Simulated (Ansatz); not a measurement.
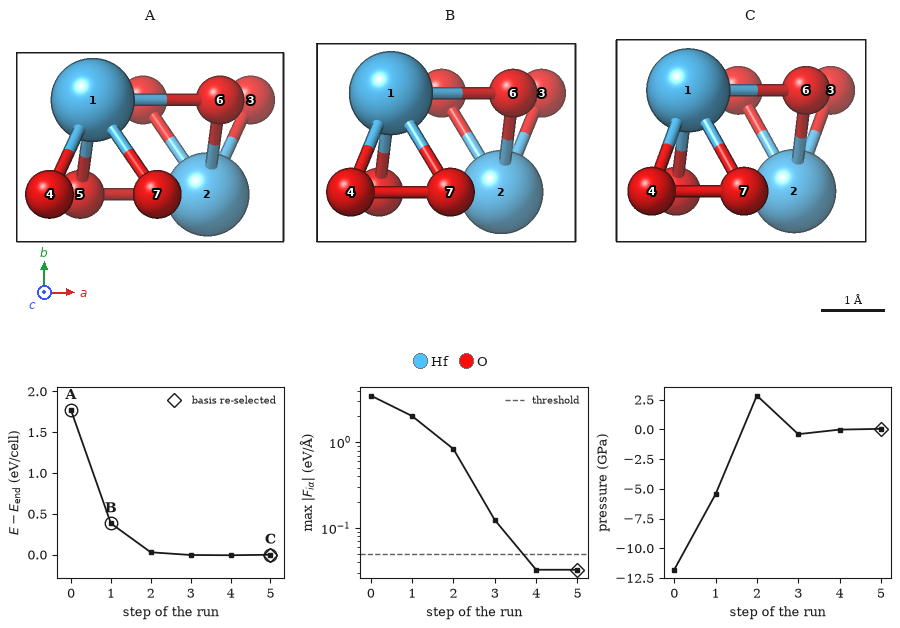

Frames of a relaxation of solid HfO3 (a generated structure, set up in P2_1/m) (coarse preliminary run), marked on the history of the run. The picture is a ball-and-stick view of the cell of the calculation, seen along the c axis.

Case: S → O on all its sites, cell and atoms relaxed.

Method: DFT r2SCAN, scalar-relativistic, plane waves, PAW in Ansatz. Settings: plane-wave cutoff 500 eV; k-point mesh 6 × 6 × 4; occupations gaussian; smearing width 0.1 eV; no spin polarisation; cell and atoms relaxed; force threshold 0.05 eV/Å; at most 60 steps.

Question: Describe the path.

Answer: The largest moves relative to the cell, 0.081 Å, are those of Hf atoms. By element the largest moves are Hf 0.081 Å, O 0.075 Å. The volume changes by −6.9 %, with a 4.309 → 4.026 Å (−6.6 %), b 3.024 → 3.230 Å (+6.8 %), c 7.731 → 7.215 Å (−6.7 %). Among the contacts that change: O–O 1.741 → 1.492 Å, Hf–Hf 3.024 → 3.230 Å, Hf–O 2.284 → 2.179 Å, Hf–O 2.177 → 2.126 Å. Bond angles that change, for instance: Hf–O–Hf 88.0° → 98.9°, Hf–O–Hf 88.5° → 94.8°, Hf–O–Hf 141.1° → 135.0°. The space group stays P2_1/m (No. 11). After 4 accepted moves (5 points after the start) the energy has fallen by 1.772 eV per cell of the calculation. The largest force component goes from 3.5 to 0.033 eV/Å. The pressure goes from −11.80 to 0.05 GPa. At 1 point the geometry stayed and the basis and grid were re-selected for the new cell (energy shift of 6.1 meV per cell of the calculation at most each time). From step 0 to 1: O atoms move most (0.08 Å), volume −1.0 %, energy −1.388 eV per cell of the calculation. From step 1 to 5: O atoms move most (0.09 Å), volume −6.0 %, energy −0.384 eV per cell of the calculation.

```json
{"step": "0", "E − E(0), meV/atom": "0.00", "largest force component, eV/Å": "3.5003", "pressure, GPa": "-11.80", "volume, Å³/atom": "12.485", "note": ""}
{"step": "1", "E − E(0), meV/atom": "-173.47", "largest force component, eV/Å": "2.0207", "pressure, GPa": "-5.45", "volume, Å³/atom": "12.365", "note": ""}
{"step": "2", "E − E(0), meV/atom": "-217.68", "largest force component, eV/Å": "0.8344", "pressure, GPa": "2.85", "volume, Å³/atom": "11.744", "note": ""}
{"step": "3", "E − E(0), meV/atom": "-221.83", "largest force component, eV/Å": "0.1242", "pressure, GPa": "-0.40", "volume, Å³/atom": "11.716", "note": ""}
{"step": "4", "E − E(0), meV/atom": "-222.22", "largest force component, eV/Å": "0.0328", "pressure, GPa": "-0.02", "volume, Å³/atom": "11.627", "note": ""}
{"step": "5", "E − E(0), meV/atom": "-221.46", "largest force component, eV/Å": "0.0328", "pressure, GPa": "0.05", "volume, Å³/atom": "11.627", "note": "same geometry, new basis"}
```

Limits of the set-up: layers or molecules are held without a dispersion correction, so their spacing is unreliable.
